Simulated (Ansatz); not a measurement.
# A series of single points on P

System: P (Imma, 2 atoms in the cell).
Method: Kohn-Sham DFT of a periodic cell, PBE, Ansatz PAW, no spin polarisation (Ansatz 0.2.0).

The 6 runs differ only in the geometry, by an even scaling of the cell at fixed fractional positions. The structure derives from a Materials Project entry.

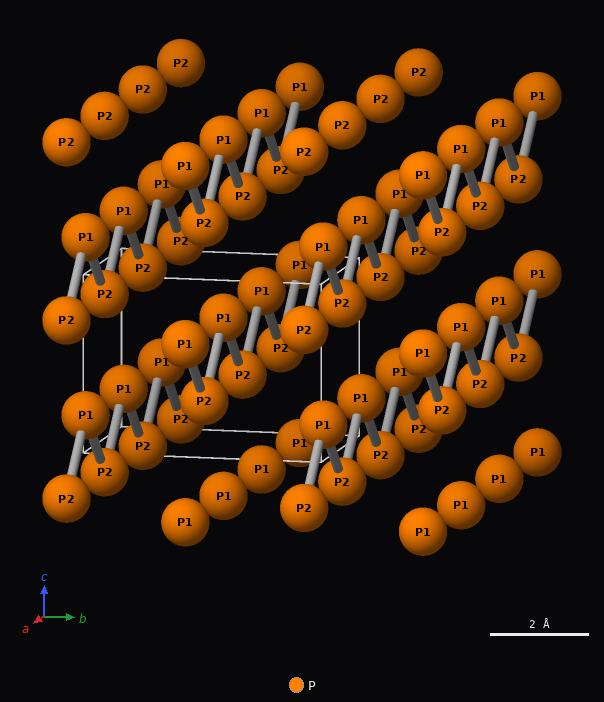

Figure 1. The structure of run 4 (ball-and-stick view of the cell 2 times as large as that of the calculation, set on its symmetry axes, repeated 3 × 2 × 2, seen slightly off an axis; atoms are numbered from 1 in the order of the input).

**Input of run 4**
```yaml
crystal:
  lattice:
    - [-1.6915100431, 2.5151650373, 1.8589441358]
    - [1.6915100431, -2.5151650373, 1.8589441358]
    - [1.6915100431, 2.5151650373, -1.8589441358]
  atoms:
    - { symbol: P, position: [0.69669089, 0.94669089, 0.75] }
    - { symbol: P, position: [0.30330911, 0.05330911, 0.25] }
hamiltonian:
  xc: pbe
  pseudopotentials: { kind: paw }
kpoints:
  mp_grid: { grid: [11, 11, 11] }
scf:
  occupations: { method: fermi_dirac, width: 0.05 }
output:
  forces: true
  stress: true
  eigenvalues: true
```

Command:
```bash
ansatz run input.yaml --threads 2 --pin off --max-ram 5120MiB --backend cpu --events-out ev --progress --plain --runs-dir out
```

Run 3 differs from it as follows:
```diff
-    - [-1.6915100431, 2.5151650373, 1.8589441358]
-    - [1.6915100431, -2.5151650373, 1.8589441358]
-    - [1.6915100431, 2.5151650373, -1.8589441358]
+    - [-1.6801572846, 2.4982842264, 1.8464676247]
+    - [1.6801572846, -2.4982842264, 1.8464676247]
+    - [1.6801572846, 2.4982842264, -1.8464676247]
```

**Results, with one run withheld**

| run | volume per atom (Å³) | free energy per atom, from the lowest run given (meV) | pressure (GPa) |
| --- | --- | --- | --- |
| 1 | 14.868 | 39.88 | 9.99 |
| 2 | 15.185 | 22.81 | 7.32 |
| 3 | 15.501 | ? | ? |
| 4 | 15.817 | 3.33 | 2.70 |
| 5 | 16.134 | 0.00 | 0.71 |
| 6 | 16.767 | 4.14 | −2.69 |

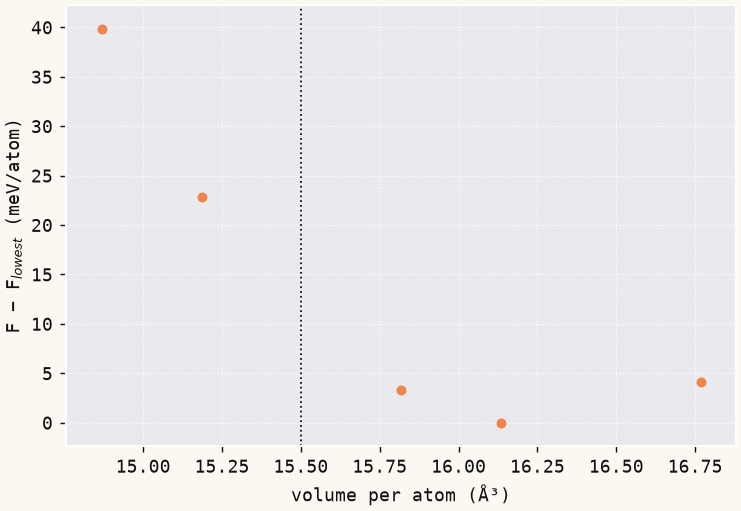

Figure 2. Free energy per atom of the runs given; the dotted line marks run 3.

Fit the runs given and predict run 3.

A cubic polynomial in V^(−2/3) (the Birch–Murnaghan form), fitted to the 5 runs given, misses them by at most 0.01 meV per atom. With x = V^(−2/3) − 0.15929 Å⁻², it reads F = 4.9787 + 3041.3 x + 4.3975e+05 x² + 1.0659e+05 x³ (meV per atom). At run 3 it gives 10.80 meV per atom, and the run itself gives 10.79. The slope of the fit gives a pressure −dF/dV of 4.89 GPa there, and the run prints 4.89 GPa. The fit has its minimum at 16.257 Å³ per atom, where V d²F/dV² gives 93.3 GPa. Cell shape and fractional positions are held, so this is the stiffness under even scaling; the relaxed bulk modulus wasn't computed.

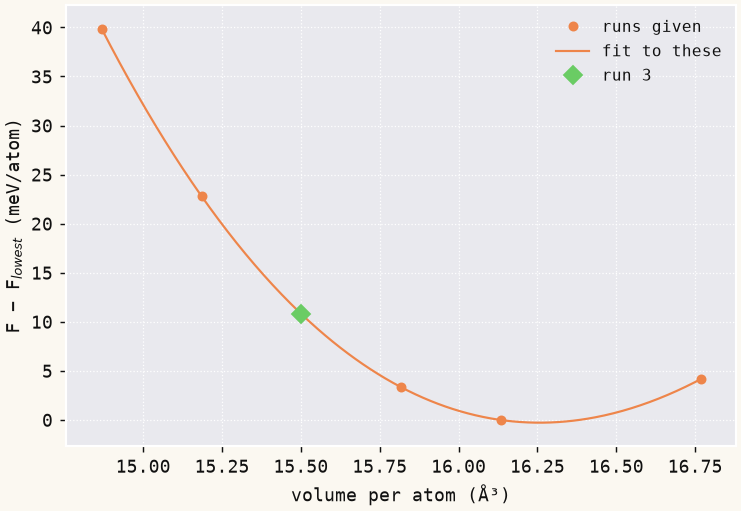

Figure 3. The fit and the withheld run.

**Output, shortened to warnings, some set-up lines, iterations and results (run 3)**
```
Basis set: ecut = 420 eV, 603 PW (Γ), exchange–correlation on 48×48×48 points (8 copies of the dense FFT grid, shifted against one another)
Symmetry: 8 space group operations
k-points: 216 of 1331
Initial density: superposition of atomic densities (neutral atoms: chi_scale 0, normalization atom), corrected by the library's trained network
[...]
SCF iter   1: F=—  HF=-1511.224353 eV  |F-HF|=—  |Δ(HF+E_count)|=         —  Δρ=3.30e-3  dr2=2.90e-3  ethr=1.77e-3  ⟨swp⟩=6.3  Hψ=17151  notcnv=0
SCF iter   2: F=—  HF=-1511.223709 eV  |F-HF|=—  |Δ(HF+E_count)|=   6.44e-4  Δρ=1.97e-3  dr2=1.10e-3  ethr=2.90e-5  ⟨swp⟩=2.2  Hψ=4545  notcnv=0
SCF iter   3: F=—  HF=-1511.223700 eV  |F-HF|=—  |Δ(HF+E_count)|=   8.16e-6  Δρ=5.26e-4  dr2=1.20e-4  ethr=1.10e-5  ⟨swp⟩=2.3  Hψ=3068  notcnv=0
SCF iter   4: F=—  HF=-1511.223659 eV  |F-HF|=—  |Δ(HF+E_count)|=   4.12e-5  Δρ=1.52e-4  dr2=6.36e-6  ethr=1.20e-6  ⟨swp⟩=2.4  Hψ=2873  notcnv=0
SCF iter   5: F=—  HF=-1511.223655 eV  |F-HF|=—  |Δ(HF+E_count)|=   4.54e-6  Δρ=3.32e-5  dr2=4.52e-7  ethr=6.36e-8  ⟨swp⟩=2.2  Hψ=2973  notcnv=0
SCF iter   6: F=-1511.223655 eV  HF=-1511.223655 eV  |F-HF|=3.48e-8  |Δ(HF+E_count)|=   1.15e-7  Δρ=1.22e-5  dr2=5.36e-8  ethr=1.00e-9  ⟨swp⟩=7.3  Hψ=11119  notcnv=0
SCF 1 converged in 6 iterations: F = -1511.223655 eV  dr2 = 5.36e-8
SCF converged after 6 iterations
Free energy (F): -1511.223655 eV
Harris-Foulkes:  -1511.223655 eV  (|F-HF|=3.48e-8)
Internal energy: -1511.222598 eV  (E = F + TS)
E sigma→0 (E₀):  -1511.223126 eV
Entropy (-TS):   -0.001057 eV (-0.528 meV/atom)
Fermi energy:    10.627820 eV
--- Per-component energies (eV) ---
  E_band       = 34.258623
  E_kinetic    = 142.442711
  E_local      = -68.620874  (includes V_loc(G=0)·N_el)
  E_nonlocal   = 67.468789
  E_hartree    = 15.433607
  E_xc         = -123.908545
  E_vxc        = -122.905197  (∫ρ·V_xc dr)
  E_paw        = -1138.580263  (= ΣΔE_a)
  E_vpaw       = -14.993207  (= ΣTr[D̂ρ^β])
  E_aug_tail   = 0.000006  (compensation charges beyond the density's cutoff)
  E_ewald      = -405.458029
  E_smearing   = -0.001057  (= −TS)
  E_closure    = -0.000000  (closes the sum)
  Σ components = -1511.223655   (vs F -1511.223655, Δ=0.00e0)
--- Forces (eV/Å), atoms counted from 1 ---
  atom   1  P      0.00000000     0.00000000     0.53014139
  atom   2  P      0.00000000     0.00000000    -0.53014139
  max |Σ_I F_I| component: 0.00e0 eV/Å
--- Stress (GPa, compression-positive) ---
        6.453355       0.000000       0.000000
        0.000000       3.490523       0.000000
        0.000000       0.000000       4.735904
  P = ⅓ Tr σ = 4.8933 GPa (48.933 kbar)
```
